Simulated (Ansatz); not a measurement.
## Electronic structure of CoPtO₂ in real space

Input

```
crystal:
  lattice:
    - [1.4122699173, 0.8153744169, 5.9393891094]
    - [-1.4122699173, 0.8153744169, 5.9393891094]
    - [0.0, -1.6307488338, 5.9393891094]
  atoms:
    - { symbol: Pt, position: [0.0, 0.0, 0.0] }
    - { symbol: Co, position: [0.5, 0.5, 0.5], spin: 2.0 }
    - { symbol: O, position: [0.11224403, 0.11224403, 0.11224403] }
    - { symbol: O, position: [0.88775597, 0.88775597, 0.88775597] }
hamiltonian:
  xc: pbesol
  pseudopotentials: { kind: paw }
magnetization:
  spin_polarized: true
kpoints:
  mp_grid: { grid: [11, 11, 11] }
  band_path:
    path:
      - [[0.0, 0.0, 0.0], [0.5, 0.0, 0.0], [0.5, 0.179230997, -0.179230997]]
      - [[0.820769003, 0.5, 0.179230997], [0.5, 0.5, 0.5], [0.0, 0.0, 0.0], [0.3396154985, 0.0, -0.3396154985]]
      - [[0.6603845015, 0.3396154985, 0.0], [0.5, 0.5, 0.0], [0.6603845015, 0.6603845015, 0.179230997], [0.5, 0.5, 0.5]]
      - [[0.5, 0.0, 0.0], [0.820769003, 0.3396154985, 0.3396154985]]
    npoints: 14
scf:
  occupations: { method: fermi_dirac, width: 0.05 }
  n_extra_bands: 10
output:
  forces: true
  stress: true
  eigenvalues: true
  fatbands: true
  write_density: true
  write_potential: true
  elf: true
  volumetric_format: npy
```

Run with:

```sh
ansatz run input.yaml --threads 2 --pin off --max-ram 5632MiB --backend cpu --events-out ev --progress --plain --runs-dir out
```

Below, planes, directions and counts refer to the conventional cell (a = 2.82 Å, b = 2.82 Å, c = 17.82 Å, α = 90.00°, β = 90.00°, γ = 120.00°).

Space group R-3m; a structure from a database of computed crystals, not necessarily the ambient phase; computed pressure about −5 GPa in this cell; the program warned that a starting moment wasn't kept; spin-polarised, but the moments vanished.

These are results of Kohn-Sham DFT of a periodic cell, PBEsol, Ansatz PAW in Ansatz 0.2.0, not measurements.

In a PAW calculation such maps are meaningful between the atoms, not at the nuclei.

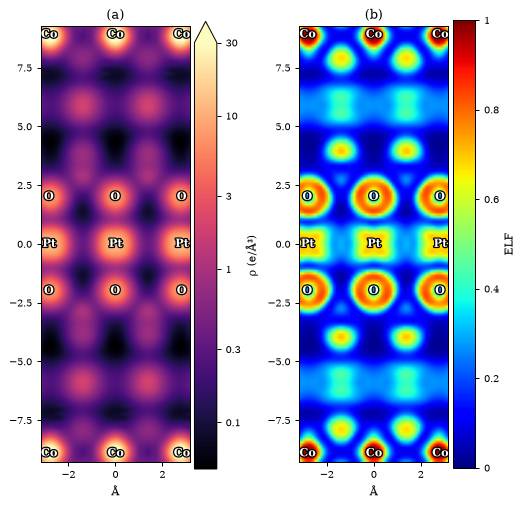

Figure 1. (a) valence electron density; (b) ELF on the (100) plane of the conventional cell.

What does the map show?

Atoms in the plane: Pt, Co and O.
Atoms just off the plane (Pt, 0.8 Å away, Co, 0.8 Å away and O, 0.8 Å away) can leave unmarked features too.
Pt–O (2.00 Å): the density is about 0.88 e/Å³ at the midpoint; the ELF peaks at about 0.85 in the valence shell of O, 0.6 Å from its nucleus, and is about 0.20 at the midpoint.
Between the atoms the lowest density in this plane is 0.05 e/Å³.
The features right at Pt and Co lie inside the PAW spheres, where the map follows smoothed inner orbitals and isn't to be read closely.

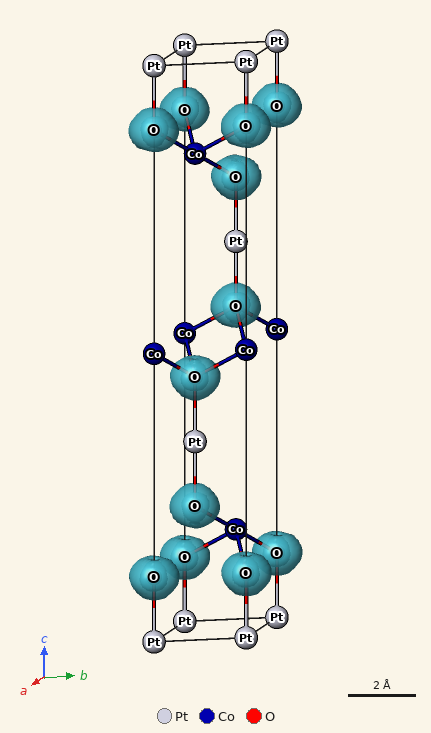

Figure 2. Isosurface of the ELF at 0.75 (cyan), seen slightly off an axis. Core shells and regions of very low density are left out. Sticks mark near contacts.

Identify the bonds, lone pairs and shells in this picture.

The surface consists of six regions wrapped around O (the valence shell of each), counted in one cell of 12 atoms. Any copies at cell faces, edges or corners count once. Profiles from the grid: Co–O (1.90 Å): the ELF peaks at about 0.85 in the valence shell of O, 0.6 Å from its nucleus, and is about 0.20 at the midpoint; no shared electron pair shows on this line.

Metal or insulator at this level of theory?

It is gapless in this calculation (a metal or semimetal); semilocal functionals without U, or without the true magnetic order, often close the gap of such compounds.
